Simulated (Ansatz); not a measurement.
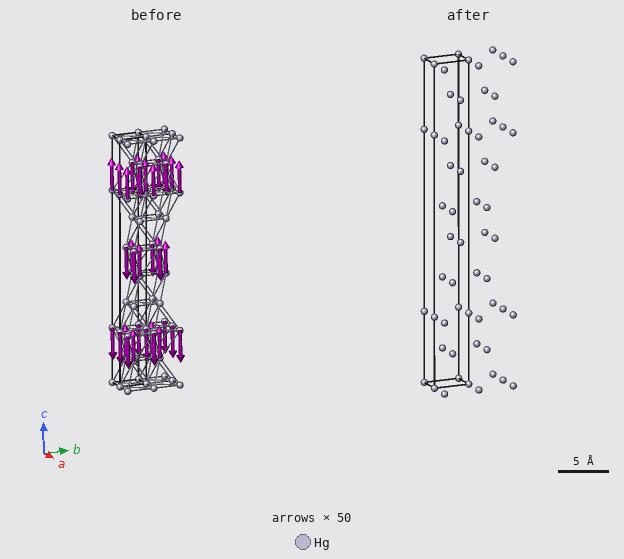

The structure of crystalline Hg (set up in C2/m) before (left) and after (right) a relaxation, at one scale. The purple arrows give the displacements (the part carried along by the change of the cell is left out), magnified 50 times.

The picture is a ball-and-stick view of the conventional cell (3 times the calculation's cell), repeated 2 × 2 × 1 with one cell outlined, seen slightly off an axis. Lengths and directions refer to the drawn axes.

Case: relaxed at -2 GPa.

Computed with Ansatz, DFT PBE, scalar-relativistic, plane waves, PAW.

Input
```yaml
crystal:
  lattice:
    - [3.1281908758, -1.8075752071, -0.003555669]
    - [3.1281908758, 1.8075752071, -0.003555669]
    - [-2.1014002732, 0.0, 8.4567632469]
  atoms:
    - { symbol: Hg, position: [0.7782526229, 0.7782526229, 0.336175392] }
    - { symbol: Hg, position: [0.2217473771, 0.2217473771, 0.663824608] }
    - { symbol: Hg, position: [0.0, 0.0, 0.0] }
basis:
  ecutwfc: 420
kpoints:
  mp_grid: { grid: [12, 12, 4] }
hamiltonian:
  xc: pbe
scf:
  occupations: { method: gaussian, width: 0.01 }
output:
  forces: true
  stress: true
  eigenvalues: true
relax:
  adjacent_minimum: "off"
  f_tol: 0.008
  max_steps: 50
  cell: { stress_tol: 0.08, p_target: -2.0 }
```

Q: Describe what moved and what it gained.

A: The run was cut off at its time limit before the relaxation converged, so the last structure is only a point on the way. The largest moves relative to the cell, 0.068 Å, are those of Hg1 and Hg2. Hg1 goes along +c. The drawn cell changes as follows: a = b 3.613 → 4.743 Å (+31.3 %), c 25.363 → 33.291 Å (+31.3 %); the volume changes by +126.3 %. Some distances before and after: Hg1–Hg3 3.523 → 4.681 Å, Hg1–Hg1 3.615 → 4.747 Å, Hg1–Hg2 3.469 → 4.450 Å. The space group stays C2/m (No. 12). The energy rises by 160 meV per atom in 10 accepted moves (11 points after the start). With the target pressure of -2 GPa, the enthalpy E + pV changes by −343 meV per atom. Largest force component: 0.0026 eV/Å at the start, 0.0092 eV/Å at the end. The pressure goes from −0.13 to −1.38 GPa. At 1 point the geometry stayed and the basis and grid were re-selected for the new cell (energy shift of 27.5 meV per atom at most each time). The run took roughly 5 core-minutes on a shared host.
